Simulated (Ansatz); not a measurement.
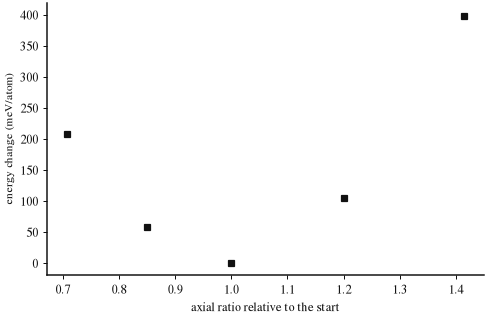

The plot gives the computed energy change against relative axial ratio.

Computed with Ansatz 0.2.0: deformation of a crystal at fixed volume, lengths along the axis scaled against those across it, fractional coordinates fixed, by plane-wave density functional theory with PAW datasets, free energies less that of the undisturbed cell, pressure positive in compression; scalar-relativistic. Level: r2SCAN, no spin polarisation.

For which of these solids was it computed?
A. AlGaN₂, P-4m2 (No. 115), 10.9 Å³/atom, path tetragonal
B. Zr₂O, Pn-3m (No. 224), 19.0 Å³/atom, path tetragonal
C. GaN, P6_3mc (No. 186), 11.3 Å³/atom, path axial

Answer. B, Zr₂O: energy change from 0 meV/atom to 399 meV/atom. The others give: GaN, energy change from 0 meV/atom to 571 meV/atom; AlGaN₂, energy change from 0 meV/atom to 329 meV/atom.

For AlGaN₂, limits of the calculation: reference crystal is not relaxed; shape and atomic fractions are frozen while scaling, which makes layered, chain and framework solids too stiff.

For GaN, limits of the calculation: gap closes along the scan on a mesh chosen for the insulator; reference crystal is not relaxed; shape and atomic fractions are frozen while scaling, which makes layered, chain and framework solids too stiff.
